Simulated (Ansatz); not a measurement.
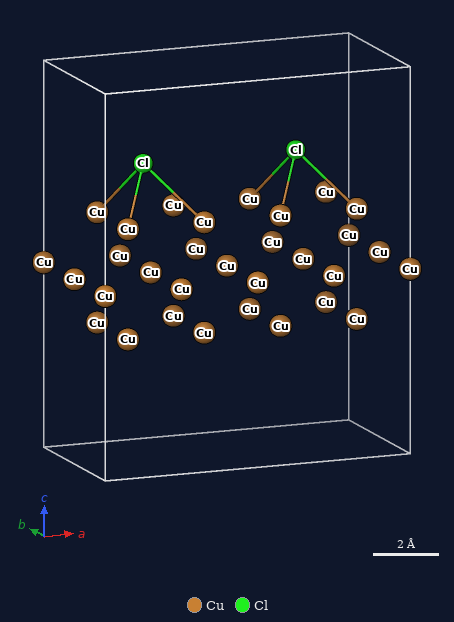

Fig. 1: The input geometry (ball-and-stick view of the 2 × 1 repeat of the cell, with the vacuum cut short, seen slightly off an axis). An atom can appear more than once, as a periodic image.

Cu₁₂Cl: geometry relaxation (part 1 of 2)

- system: Cu₁₂Cl (slab, 13 atoms in the cell)
- method: DFT PBE, scalar-relativistic, plane waves, PAW, PAW set soft_1, no spin polarisation (Ansatz 0.2.0)

The structure derives from an entry of the Crystallography Open Database. The input holds or restrains some coordinates. Forces given for the steps count only the free coordinates.

What the program printed:
```
Engine: ansatz 0.2.0, aarch64-unknown-linux-gnu
Pseudopotentials: kind: paw
Pseudopotential: Cu, paw, valence charge 19, recommended cutoff 420 eV (normal), [file]
Pseudopotential: Cl, paw, valence charge 7, recommended cutoff 420 eV (normal), [file]
Functional definition: PBE
  parameter kappa = 0.804
  parameter beta = 0.06672455060314922
  exchange = pbe_x(kappa = kappa, mu = beta*pi^2/3)
  correlation = pbe_c(beta = beta)
Crystal: 13 atoms, lattice volume = 501.138 Å³
Basis set: ecut = 420 eV, 9751 PW (Γ), exchange–correlation on 72×72×256 points (8 copies of the dense FFT grid, shifted against one another)
Bands: 141, of which v1, the nominal top of the filled ones, is band 118 counted from 1 (117 counted from 0)
Symmetry: 2 space group operations
Space group: Cm (ITA 8), of the structure as read, at distance tolerance 7.9e-5 Å
k-points: 9 of 25 (time reversal used)
Non-local potential: Cu, projectors of the file, l = 0: 3, l = 1: 2, l = 2: 3, l = 3: 1
Non-local potential: Cl, projectors of the file, l = 0: 2, l = 1: 2, l = 2: 1
PAW form: soft (Blöchl's): semilocal exchange-correlation on the pseudo side does not see the compensation charge
PAW one-centre angular grid: Cu, 590 points (default); XC on 64 Gauss nodes
PAW one-centre angular grid: Cl, 110 points (default); XC on 64 Gauss nodes
Initial density: superposition of atomic densities (neutral atoms: chi_scale 0, normalization atom)
Initial wavefunctions: pseudopotential atomic-orbital guess
Functional: x = pbe(κ = 0.804, μ = 0.2195149727645171), c = pbe(β = 0.06672455060314922)
SCF iter   1: F=—  HF=-80587.894475 eV  |F-HF|=—  |Δ(HF+E_count)|=         —  Δρ=1.28e-1  dr2=5.17e1  ethr=3.10e-3  p=0.000 e·Å  D=2.39e-6 V/Å  ΔV_dip=-0.00 eV  dr2_dipole=1.09e-1  V_vac-E_F(+/−)=4.44/4.44 eV  ⟨swp⟩=9.9  Hψ=5917  notcnv=0  defer=34
efield: sawtooth ramp at fractional position 0.8316 (placed from the atoms, in the widest stretch of the axis that holds none; the zero of the levels goes with the place), width 0.0400; the density the first Hamiltonian is built on has a dipole p = 0.000 e·Å; the dipole correction subtracts the counter field D = 2.39e-6 V/Å, which shifts the + side's vacuum level by -0.00 eV against the − side's; the planar-averaged density in the ramp window peaks in size at 5.2e-5 e/Å³
preconditioner: auto → LDOS  [insulator: Δε(μ)=0.106 eV  Ē_g=7.226 eV  σ=0.100 eV  W_gap=0.54  n_scr=110 (ndim 8)  ℏωp=19.6 eV  f_vac=0.618  D(μ)=3.26/eV (n_scr^D=6)  ε∞_Penn≈8.3  β→1.0]
SCF iter   2: F=—  HF=-80646.580947 eV  |F-HF|=—  |Δ(HF+E_count)|=    5.87e1  Δρ=2.67e-1  dr2=1.98e2  ethr=3.10e-3  p=-0.042 e·Å  D=-1.53e-2 V/Å  ΔV_dip=0.29 eV  dr2_dipole=2.64e-2  V_vac-E_F(+/−)=4.11/3.82 eV  ⟨swp⟩=4.0  Hψ=3721  notcnv=0  defer=150  recentre
SCF iter   3: F=—  HF=-80579.202203 eV  |F-HF|=—  |Δ(HF+E_count)|=    6.74e1  Δρ=3.25e-2  dr2=3.43e0  ethr=3.10e-3  p=-0.103 e·Å  D=-3.72e-2 V/Å  ΔV_dip=0.71 eV  dr2_dipole=4.44e-4  V_vac-E_F(+/−)=5.52/4.81 eV  ⟨swp⟩=4.0  Hψ=3589  notcnv=0  defer=146
SCF iter   4: F=—  HF=-80578.550532 eV  |F-HF|=—  |Δ(HF+E_count)|=   6.52e-1  Δρ=7.78e-3  dr2=2.06e-1  ethr=1.46e-3  p=-0.113 e·Å  D=-4.07e-2 V/Å  ΔV_dip=0.77 eV  dr2_dipole=5.53e-3  V_vac-E_F(+/−)=5.56/4.78 eV  ⟨swp⟩=2.1  Hψ=2088  notcnv=0  defer=149
SCF iter   5: F=—  HF=-80578.532960 eV  |F-HF|=—  |Δ(HF+E_count)|=   1.76e-2  Δρ=3.60e-3  dr2=5.09e-2  ethr=8.76e-5  p=-0.117 e·Å  D=-4.23e-2 V/Å  ΔV_dip=0.81 eV  dr2_dipole=1.32e-3  V_vac-E_F(+/−)=5.55/4.75 eV  ⟨swp⟩=2.0  Hψ=2337  notcnv=0  defer=149
SCF iter   6: F=—  HF=-80578.534247 eV  |F-HF|=—  |Δ(HF+E_count)|=   1.29e-3  Δρ=2.49e-3  dr2=2.52e-2  ethr=2.17e-5  p=-0.117 e·Å  D=-4.22e-2 V/Å  ΔV_dip=0.80 eV  dr2_dipole=3.73e-4  V_vac-E_F(+/−)=5.52/4.72 eV  ⟨swp⟩=2.0  Hψ=1939  notcnv=0  defer=149
SCF iter   7: F=—  HF=-80578.533285 eV  |F-HF|=—  |Δ(HF+E_count)|=   9.62e-4  Δρ=6.64e-4  dr2=2.06e-3  ethr=1.07e-5  p=-0.117 e·Å  D=-4.24e-2 V/Å  ΔV_dip=0.81 eV  dr2_dipole=2.60e-7  V_vac-E_F(+/−)=5.49/4.68 eV  ⟨swp⟩=2.0  Hψ=1684  notcnv=0  defer=149
SCF iter   8: F=—  HF=-80578.533897 eV  |F-HF|=—  |Δ(HF+E_count)|=   6.12e-4  Δρ=4.00e-4  dr2=6.27e-4  ethr=8.75e-7  p=-0.118 e·Å  D=-4.27e-2 V/Å  ΔV_dip=0.81 eV  dr2_dipole=6.68e-6  V_vac-E_F(+/−)=5.48/4.67 eV  ⟨swp⟩=2.0  Hψ=1749  notcnv=0  defer=149
SCF iter   9: F=—  HF=-80578.534071 eV  |F-HF|=—  |Δ(HF+E_count)|=   1.74e-4  Δρ=1.72e-4  dr2=1.54e-4  ethr=2.67e-7  p=-0.119 e·Å  D=-4.31e-2 V/Å  ΔV_dip=0.82 eV  dr2_dipole=9.97e-6  V_vac-E_F(+/−)=5.48/4.66 eV  ⟨swp⟩=2.0  Hψ=1679  notcnv=0  defer=149
SCF iter  10: F=—  HF=-80578.534128 eV  |F-HF|=—  |Δ(HF+E_count)|=   5.70e-5  Δρ=1.10e-4  dr2=5.72e-5  ethr=6.55e-8  p=-0.120 e·Å  D=-4.34e-2 V/Å  ΔV_dip=0.83 eV  dr2_dipole=1.20e-6  V_vac-E_F(+/−)=5.48/4.65 eV  ⟨swp⟩=2.0  Hψ=1732  notcnv=0  defer=149
SCF iter  11: F=-80578.534150 eV  HF=-80578.534149 eV  |F-HF|=5.18e-7  |Δ(HF+E_count)|=   2.17e-5  Δρ=5.07e-5  dr2=1.22e-5  ethr=6.65e-9  p=-0.121 e·Å  D=-4.36e-2 V/Å  ΔV_dip=0.83 eV  dr2_dipole=1.76e-7  V_vac-E_F(+/−)=5.48/4.65 eV  ⟨swp⟩=24.2  Hψ=13880  notcnv=0
WARN: efield: at this solve's end the planar-averaged density reaches 5.27e-5 e/Å³ inside the ramp window [0.7790, 0.9241] (bound 1e-5 e/Å³), and -4.98e-5 e/Å³ on another of its planes; by the running means of the window's planes the mean density over a ramp is at most 1.14e-5 e/Å³, which is held to the bound (the quickstart, § The vacuum guard, A window that rings); the window's nearer edge stands 5.44 Å from this solve's nearest atom along the axis. Its work functions, free energy, forces, stress, dipole, levels and responses can be off, and this figure does not tell by how much. A short vacuum, a low `basis.ecutwfc` or `basis.ecutrho_ratio` and negative occupations (`scf.occupations.method`) can put density there. See the manual's quickstart, § The vacuum guard
SCF 1 converged in 11 iterations: F = -80578.534150 eV  dr2 = 1.22e-5
  greatest PAW one-centre occupation: 1.000 electrons in one spin orbital (limit 2), on the Cu atom at site 10 (counted from 0), in its partial waves of l = 0
relax step   1: F+E_penalty+E_count = -80578.53414992 eV  Δ(F+E_penalty+E_count) = +0.000e0 eV  max|allowed force component| = 1.758e-1 eV/Å  Δτ_max = 0.0000 Å  (11 SCF iters, dr2 threshold 1.56e-5 eV, accepted)
Initial density: handed on by an earlier stage of this run
Initial wavefunctions: those handed on with the density
iter 1 solved again at ethr=3.09e-7 eV; its pass at ethr=3.10e-3 eV (dr2=7.27e-4 eV) is discarded
SCF iter   1: F=—  HF=-80578.535692 eV  |F-HF|=—  |Δ(HF+E_count)|=         —  Δρ=2.18e-4  dr2=7.32e-4  ethr=3.09e-7  p=-0.121 e·Å  D=-4.36e-2 V/Å  ΔV_dip=0.83 eV  dr2_dipole=3.03e-4  V_vac-E_F(+/−)=5.48/4.65 eV  ⟨swp⟩=2.0  Hψ=3616  notcnv=0  defer=90
efield: sawtooth ramp at fractional position 0.8316 (handed on by an earlier solve), width 0.0400; the density the first Hamiltonian is built on has a dipole p = -0.121 e·Å; the dipole correction subtracts the counter field D = -4.36e-2 V/Å, which shifts the + side's vacuum level by +0.83 eV against the − side's; the planar-averaged density in the ramp window peaks in size at 5.3e-5 e/Å³
preconditioner: auto → LDOS  [metal: Δε(μ)=0.042 eV  Ē_g=7.975 eV  σ=0.100 eV  W_gap=0.23  n_scr=110 (ndim 8)  ℏωp=19.6 eV  f_vac=0.621  D(μ)=6.96/eV (n_scr^D=36)  β→1.0]
SCF iter   2: F=—  HF=-80578.535746 eV  |F-HF|=—  |Δ(HF+E_count)|=   5.33e-5  Δρ=2.04e-4  dr2=1.77e-4  ethr=3.09e-7  p=-0.125 e·Å  D=-4.51e-2 V/Å  ΔV_dip=0.86 eV  dr2_dipole=6.96e-6  V_vac-E_F(+/−)=5.50/4.65 eV  ⟨swp⟩=2.0  Hψ=1744  notcnv=0  defer=90
SCF iter   3: F=—  HF=-80578.535734 eV  |F-HF|=—  |Δ(HF+E_count)|=   1.19e-5  Δρ=2.18e-4  dr2=1.75e-4  ethr=7.52e-8  p=-0.125 e·Å  D=-4.50e-2 V/Å  ΔV_dip=0.86 eV  dr2_dipole=2.13e-5  V_vac-E_F(+/−)=5.50/4.65 eV  ⟨swp⟩=2.9  Hψ=2178  notcnv=0  defer=90
SCF iter   4: F=—  HF=-80578.535708 eV  |F-HF|=—  |Δ(HF+E_count)|=   2.59e-5  Δρ=4.81e-5  dr2=1.30e-5  ethr=7.46e-8  p=-0.125 e·Å  D=-4.51e-2 V/Å  ΔV_dip=0.86 eV  dr2_dipole=2.64e-6  V_vac-E_F(+/−)=5.50/4.64 eV  ⟨swp⟩=2.0  Hψ=1706  notcnv=0  defer=90
SCF iter   5: F=-80578.535707 eV  HF=-80578.535706 eV  |F-HF|=6.69e-7  |Δ(HF+E_count)|=   1.53e-6  Δρ=1.97e-5  dr2=1.38e-6  ethr=8.22e-10  p=-0.125 e·Å  D=-4.53e-2 V/Å  ΔV_dip=0.86 eV  dr2_dipole=2.41e-7  V_vac-E_F(+/−)=5.50/4.64 eV  ⟨swp⟩=16.9  Hψ=12012  notcnv=0
WARN: efield: at this solve's end the planar-averaged density reaches 5.27e-5 e/Å³ inside the ramp window [0.7790, 0.9241] (bound 1e-5 e/Å³), and -4.98e-5 e/Å³ on another of its planes; by the running means of the window's planes the mean density over a ramp is at most 1.14e-5 e/Å³, which is held to the bound (the quickstart, § The vacuum guard, A window that rings); the window's nearer edge stands 5.43 Å from this solve's nearest atom along the axis. Its work functions, free energy, forces, stress, dipole, levels and responses can be off, and this figure does not tell by how much. A short vacuum, a low `basis.ecutwfc` or `basis.ecutrho_ratio` and negative occupations (`scf.occupations.method`) can put density there. See the manual's quickstart, § The vacuum guard
SCF 2 converged in 5 iterations: F = -80578.535707 eV  dr2 = 1.38e-6
relax step   2: F+E_penalty+E_count = -80578.53570689 eV  Δ(F+E_penalty+E_count) = -1.557e-3 eV  max|allowed force component| = 9.708e-2 eV/Å  Δτ_max = 0.0114 Å  (5 SCF iters, dr2 threshold 1.93e-6 eV, accepted)
SCF iter   1: F=—  HF=-80578.536573 eV  |F-HF|=—  |Δ(HF+E_count)|=         —  Δρ=2.52e-4  dr2=1.19e-3  ethr=4.85e-6  p=-0.125 e·Å  D=-4.53e-2 V/Å  ΔV_dip=0.86 eV  dr2_dipole=4.73e-4  V_vac-E_F(+/−)=5.51/4.65 eV  ⟨swp⟩=2.0  Hψ=2170  notcnv=0  defer=114
efield: sawtooth ramp at fractional position 0.8316 (handed on by an earlier solve), width 0.0400; the density the first Hamiltonian is built on has a dipole p = -0.125 e·Å; the dipole correction subtracts the counter field D = -4.53e-2 V/Å, which shifts the + side's vacuum level by +0.86 eV against the − side's; the planar-averaged density in the ramp window peaks in size at 5.3e-5 e/Å³
preconditioner: auto → LDOS  [metal: Δε(μ)=0.049 eV  Ē_g=7.974 eV  σ=0.100 eV  W_gap=0.26  n_scr=110 (ndim 8)  ℏωp=19.6 eV  f_vac=0.621  D(μ)=6.85/eV (n_scr^D=28)  β→1.0]
SCF iter   2: F=—  HF=-80578.536430 eV  |F-HF|=—  |Δ(HF+E_count)|=   1.43e-4  Δρ=2.02e-4  dr2=2.35e-4  ethr=5.07e-7  p=-0.130 e·Å  D=-4.70e-2 V/Å  ΔV_dip=0.90 eV  dr2_dipole=1.34e-5  V_vac-E_F(+/−)=5.54/4.64 eV  ⟨swp⟩=2.0  Hψ=2095  notcnv=0  defer=113
SCF iter   3: F=—  HF=-80578.536417 eV  |F-HF|=—  |Δ(HF+E_count)|=   1.33e-5  Δρ=2.33e-4  dr2=2.05e-4  ethr=1.00e-7  p=-0.130 e·Å  D=-4.69e-2 V/Å  ΔV_dip=0.89 eV  dr2_dipole=2.41e-5  V_vac-E_F(+/−)=5.53/4.64 eV  ⟨swp⟩=3.0  Hψ=2283  notcnv=0  defer=113
SCF iter   4: F=—  HF=-80578.536384 eV  |F-HF|=—  |Δ(HF+E_count)|=   3.25e-5  Δρ=1.11e-4  dr2=3.55e-5  ethr=8.74e-8  p=-0.131 e·Å  D=-4.71e-2 V/Å  ΔV_dip=0.90 eV  dr2_dipole=1.06e-6  V_vac-E_F(+/−)=5.54/4.64 eV  ⟨swp⟩=2.0  Hψ=2144  notcnv=0  defer=113
SCF iter   5: F=—  HF=-80578.536392 eV  |F-HF|=—  |Δ(HF+E_count)|=   7.26e-6  Δρ=2.27e-5  dr2=1.46e-6  ethr=1.51e-8  p=-0.131 e·Å  D=-4.72e-2 V/Å  ΔV_dip=0.90 eV  dr2_dipole=8.79e-8  V_vac-E_F(+/−)=5.54/4.64 eV  ⟨swp⟩=2.6  Hψ=1754  notcnv=0  defer=113
SCF iter   6: F=—  HF=-80578.536393 eV  |F-HF|=—  |Δ(HF+E_count)|=   1.89e-6  Δρ=1.37e-5  dr2=6.18e-7  ethr=6.23e-10  p=-0.131 e·Å  D=-4.73e-2 V/Å  ΔV_dip=0.90 eV  dr2_dipole=2.22e-8  V_vac-E_F(+/−)=5.54/4.64 eV  ⟨swp⟩=3.0  Hψ=2469  notcnv=0  defer=113
SCF iter   7: F=—  HF=-80578.536394 eV  |F-HF|=—  |Δ(HF+E_count)|=   4.01e-7  Δρ=6.70e-6  dr2=1.60e-7  ethr=2.63e-10  p=-0.131 e·Å  D=-4.73e-2 V/Å  ΔV_dip=0.90 eV  dr2_dipole=3.69e-9  V_vac-E_F(+/−)=5.54/4.64 eV  ⟨swp⟩=2.0  Hψ=1689  notcnv=0  defer=113
SCF iter   8: F=-80578.536394 eV  HF=-80578.536394 eV  |F-HF|=7.28e-8  |Δ(HF+E_count)|=   1.80e-7  Δρ=3.66e-6  dr2=5.23e-8  ethr=4.26e-11  p=-0.131 e·Å  D=-4.73e-2 V/Å  ΔV_dip=0.90 eV  dr2_dipole=5.53e-10  V_vac-E_F(+/−)=5.54/4.64 eV  ⟨swp⟩=16.3  Hψ=9523  notcnv=0
WARN: efield: at this solve's end the planar-averaged density reaches 5.26e-5 e/Å³ inside the ramp window [0.7790, 0.9241] (bound 1e-5 e/Å³), and -4.97e-5 e/Å³ on another of its planes; by the running means of the window's planes the mean density over a ramp is at most 1.14e-5 e/Å³, which is held to the bound (the quickstart, § The vacuum guard, A window that rings); the window's nearer edge stands 5.42 Å from this solve's nearest atom along the axis. Its work functions, free energy, forces, stress, dipole, levels and responses can be off, and this figure does not tell by how much. A short vacuum, a low `basis.ecutwfc` or `basis.ecutrho_ratio` and negative occupations (`scf.occupations.method`) can put density there. See the manual's quickstart, § The vacuum guard
SCF 3 converged in 8 iterations: F = -80578.536394 eV  dr2 = 5.23e-8
relax step   3: F+E_penalty+E_count = -80578.53639410 eV  Δ(F+E_penalty+E_count) = -6.872e-4 eV  max|allowed force component| = 6.752e-4 eV/Å  Δτ_max = 0.0142 Å  (8 SCF iters, accepted)
```

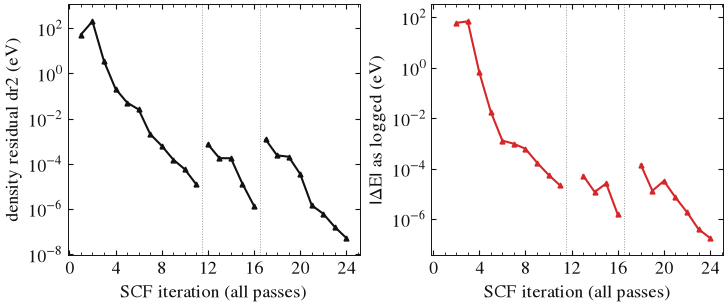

Fig. 2: Convergence of the self-consistent field: density residual dr2 and size of the energy change against the SCF iteration. The dotted lines part the SCF passes of the relaxation: geometry steps, rejected trials and re-solves on a re-selected basis. The passes take 11, 5 and 8 iterations.

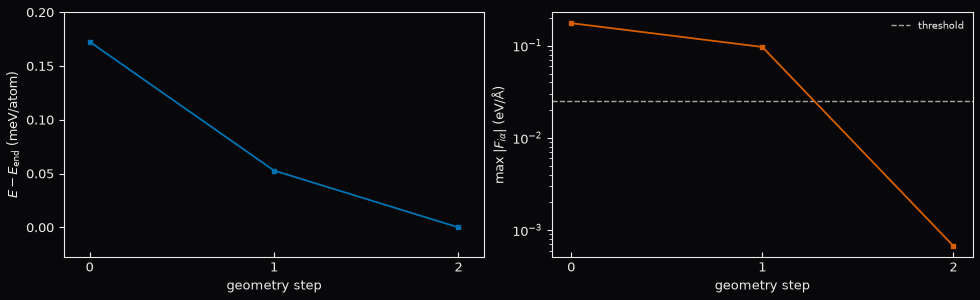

Fig. 3: Progress of the restrained relaxation, step by step (the first geometry is step 0 here and step 1 in the log).

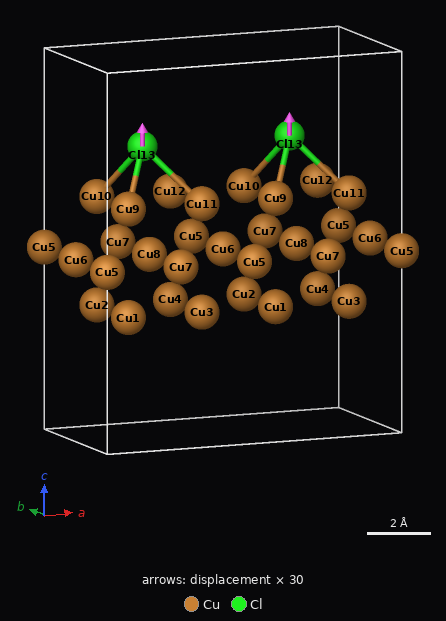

Fig. 4: The starting structure with the displacements as pink arrows, magnified 30 times (ball-and-stick view of the 2 × 1 repeat of the cell, with the vacuum cut short, seen slightly off an axis). Over 2 geometry steps the energy falls by 0.2 meV per atom. Largest force component: 0.18 eV/Å at the start, 0.00068 eV/Å at the end. The largest move is that of Cl13, 0.026 Å. Cu stays in place. The cell stays as it was. Distances before and after: Cu9–Cl13 2.212 → 2.233 Å, Cu10–Cl13 2.662 → 2.680 Å. (Atoms are counted from 1 in the order of the input.)

```
WARN: The output density's exchange-correlation potential varies sharply where the density is thin. Do not read a vacuum level from v_tot or v_xc, or from such a field of the output density. On a cell that repeats whose density bears no net charge and no dipole along the vacuum's axis use v_es (v_loc + v_h of the components); under efield.dipole_correction with no amplitude use v_es + v_field, which holds any external_charges[].barrier, or the levels of the report's work_function block, which leave it out; under a non-zero efield.amplitude the vacuum is tilted and has no level; on a cell that repeats and bears such a dipole with no correction it is tilted too, and efield.dipole_correction with no amplitude gives each side of its ramp a level where efield: is served; in a cell that repeats whose density bears a net charge (total_charge, or a fill off its count) it is curved and has none; of a slab under crystal.periodic whose density bears no net charge use v_es, which has a level on each side, short of where the two are joined; of another it falls or rises all the way out and has none; of a slab beside external_charges read slab_vacuum_level instead, which it has where they leave it neutral. The grid or the basis barely resolves most such structure, and the values can differ between equally converged runs; as a rule a tighter scf.convergence.dr2_threshold does not remove it. Where the density itself ripples (under the LDA too) a higher basis.ecutwfc lessens it. The files hold the spikes' plane waves up to the density's cutoff. Files: v_tot_of_output_density and the like, and their columns of v_z.tsv (output.write_potential); v_xc_of_output_density and the like, and their columns of v_comp_z.tsv (output.write_potential_components). Measured: with its Gaussian average of σ = 0.25 Å subtracted twice, the exchange-correlation potential is over 0.1 eV at 159 of the grid points where the equally averaged density (valence and model cores) is under 1e-3 e/Å³, and 0.372 eV at the most among them, at an averaged density of 9.2e-4 e/Å³. The input density's (outcome.potential() and, of a run that writes arrays, v_tot and v_xc) is over 0.1 eV, so measured, at 328 points of its own thin density, 0.371 eV at the most. See output.write_potential in the manual, Limitations
SCF converged after 8 iterations
Free energy (F): -80578.536394 eV
Harris-Foulkes:  -80578.536394 eV  (|F-HF|=7.28e-8)
Internal energy: -80578.501879 eV  (E = F + TS)
E sigma→0 (E₀):  -80578.519136 eV
Entropy (-TS):   -0.034515 eV (-2.655 meV/atom)
Fermi energy:    1.411469 eV
Dipole field:    D = -0.047315 V/Å  (p = -0.131038 e·Å, saw-weighted, corrected)
Work function:   Φ+ = 5.5393 eV   Φ− = 4.6390 eV
Levels:          The Fermi level and band energies are counted from a zero that moves with the ramp; work functions are not
Vacuum region:   at the solve's end the planar-averaged density reaches 5.26e-5 e/Å³ inside the ramp window [0.7790, 0.9241] (bound 1e-5 e/Å³), and -4.97e-5 e/Å³ on another of its planes; by the running means of the window's planes the mean density over a ramp is at most 1.14e-5 e/Å³, which is held to the bound (the quickstart, § The vacuum guard, A window that rings)
--- Per-component energies (eV) ---
  E_band       = -7766.186907
  E_kinetic    = 3284.361681
  E_local      = -363368.832422  (includes V_loc(G=0)·N_el)
  E_nonlocal   = 10749.585416
  E_hartree    = 175851.238300
  E_xc         = -923.400527
  E_vxc        = -1169.068139  (∫ρ·V_xc dr)
  E_paw        = -22469.313503  (= ΣΔE_a)
  E_vpaw       = -8955.686531  (= ΣTr[D̂ρ^β])
  E_aug_tail   = 0.011791  (compensation charges beyond the density's cutoff)
  E_efield     = 0.003100  (sawtooth field / dipole correction)
  E_vefield    = -9.083185  (∫n·V_field dr)
  E_ewald      = 116297.844285
  E_smearing   = -0.034515  (= −TS)
  E_closure    = 0.000000  (closes the sum)
  Σ components = -80578.536394   (vs F -80578.536394, Δ=0.00e0)
--- Forces (eV/Å), atoms counted from 1 ---
  atom   1  Cu     0.03365002     0.03365002    -0.03039052
  atom   2  Cu     0.02563973    -0.03437859    -0.04616402
  atom   3  Cu    -0.03437859     0.02563973    -0.04616402
  atom   4  Cu    -0.02610151    -0.02610151    -0.06580668
  atom   5  Cu     0.08174391     0.08174391     0.20696417
  atom   6  Cu    -0.05263628    -0.06262443    -0.07235950
  atom   7  Cu    -0.06262443    -0.05263628    -0.07235950
  atom   8  Cu     0.04845787     0.04845787    -0.28514700
  atom   9  Cu    -0.30533199    -0.30533199     0.06519414
  atom  10  Cu    -0.04226522    -0.01449591     0.21383732
  atom  11  Cu    -0.01449591    -0.04226522     0.21383732
  atom  12  Cu     0.08758071     0.08758071    -0.08214996
  atom  13  Cl     0.26076377     0.26076377     0.00067515
  max |Σ_I F_I| component: 3.31e-5 eV/Å
--- Band table (eV; the first three rows and the last of 9) ---
```
